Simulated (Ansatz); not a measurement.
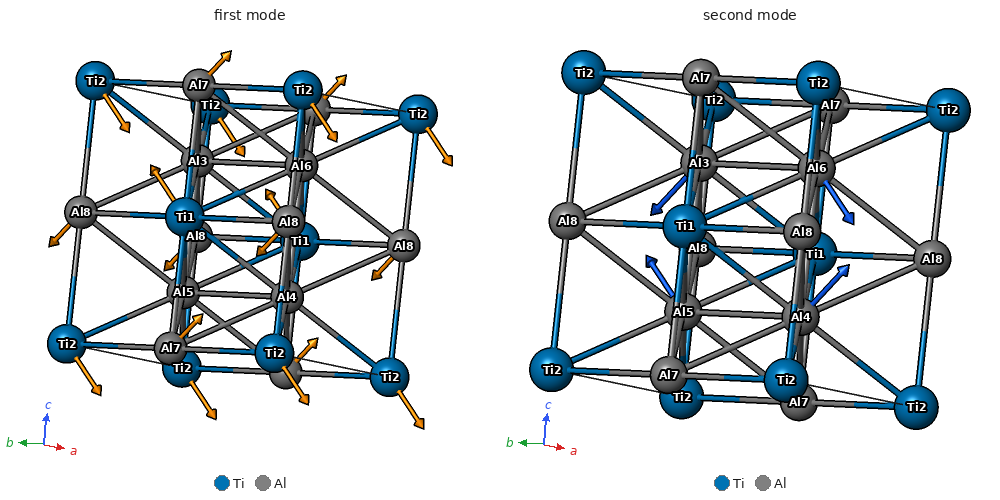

The system is TiAl3 (Pm-3m, No. 221; 8 atoms in the cell); the picture shows the reference structure; its two panels give the patterns of the first and the second mode as arrows. 
- The energy is mapped over two normal modes frozen in (zone-centre modes of the 8-atom cell of this scan, which folds in the wave vector (0, 1/2, 1/2) of the primitive cell).
- Coordinates scanned: (1) amplitude of mode 4 (178 cm⁻¹), largest displacement; (2) amplitude of mode 18 (306 cm⁻¹), largest displacement.
- Nothing is relaxed (the cell and all other modes fixed).
- Grid: 11 × 11 points; 36 points were computed and 85 follow by symmetry.
- Points are written as (first, second).
- All energies are given in eV per cell relative to the lowest grid point.
- Method: DFT LDA, scalar-relativistic, plane waves, PAW in Ansatz 0.2.0. Settings: cutoff 520 eV, k-mesh 10×8×8 in the order of the run's cell vectors, gaussian smearing 0.15 eV, no spin polarisation.

Its coordinates:

```yaml
crystal:
  lattice:
    - [-3.91052, 0.00000, 0.00000]
    - [0.00000, 3.91052, 3.91052]
    - [0.00000, 3.91052, -3.91052]
  atoms:
    - { symbol: Ti, position: [0.00000, 0.50000, 0.50000] }
    - { symbol: Ti, position: [0.00000, 0.00000, 0.00000] }
    - { symbol: Al, position: [0.50000, 0.75000, 0.75000] }
    - { symbol: Al, position: [0.50000, 0.25000, 0.25000] }
    - { symbol: Al, position: [0.50000, 0.75000, 0.25000] }
    - { symbol: Al, position: [0.50000, 0.25000, 0.75000] }
    - { symbol: Al, position: [0.00000, 0.50000, 0.00000] }
    - { symbol: Al, position: [0.00000, 0.00000, 0.50000] }
```

Range: amplitude of mode 4 (178 cm⁻¹), largest displacement from −0.131 to 0.131 Å; amplitude of mode 18 (306 cm⁻¹), largest displacement from −0.180 to 0.180 Å.

Question: What landscape does the calculation give?

Answer: The lowest grid point is at (0.000 Å, 0.000 Å). No other kind of well shows on this grid. The highest grid point, (−0.131 Å, −0.180 Å), lies 0.74 eV above the lowest.

```tsv
second ↓, first →	−0.131	−0.105	−0.079	−0.052	−0.026	0.000	0.026	0.052	0.079	0.105	0.131
0.180	0.74	0.70	0.66	0.64	0.62	0.62	0.62	0.64	0.66	0.70	0.74
0.144	0.51	0.47	0.43	0.41	0.39	0.39	0.39	0.41	0.43	0.47	0.51
0.108	0.33	0.29	0.26	0.24	0.22	0.22	0.22	0.24	0.26	0.29	0.33
0.072	0.21	0.17	0.14	0.12	0.10	0.10	0.10	0.12	0.14	0.17	0.21
0.036	0.14	0.10	0.07	0.04	0.03	0.02	0.03	0.04	0.07	0.10	0.14
0.000	0.12	0.08	0.04	0.02	0.00	0.00	0.00	0.02	0.04	0.08	0.12
−0.036	0.14	0.10	0.07	0.04	0.03	0.02	0.03	0.04	0.07	0.10	0.14
−0.072	0.21	0.17	0.14	0.12	0.10	0.10	0.10	0.12	0.14	0.17	0.21
−0.108	0.33	0.29	0.26	0.24	0.22	0.22	0.22	0.24	0.26	0.29	0.33
−0.144	0.51	0.47	0.43	0.41	0.39	0.39	0.39	0.41	0.43	0.47	0.51
−0.180	0.74	0.70	0.66	0.64	0.62	0.62	0.62	0.64	0.66	0.70	0.74
```

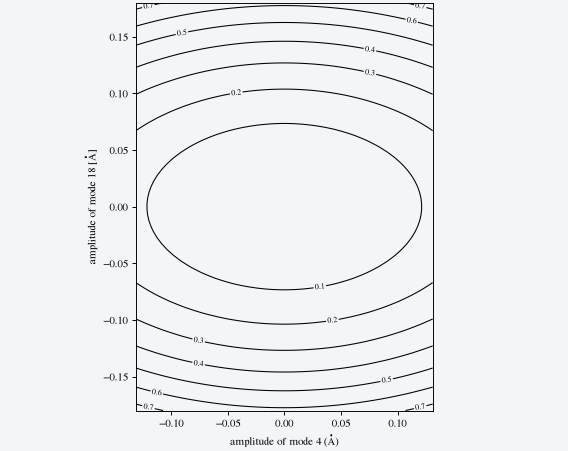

The picture shows contour lines labelled in eV. Between grid points the surface is interpolated.

Each point was launched as `ansatz run input.yaml --threads 4 --pin off --max-ram 8192MiB --backend cpu --events-out ev --progress --plain --runs-dir out`. The whole map (36 points run) took 14 min on 4 threads of Arm Neoverse N1, with other jobs on the host.

PAW datasets: the set soft_1.
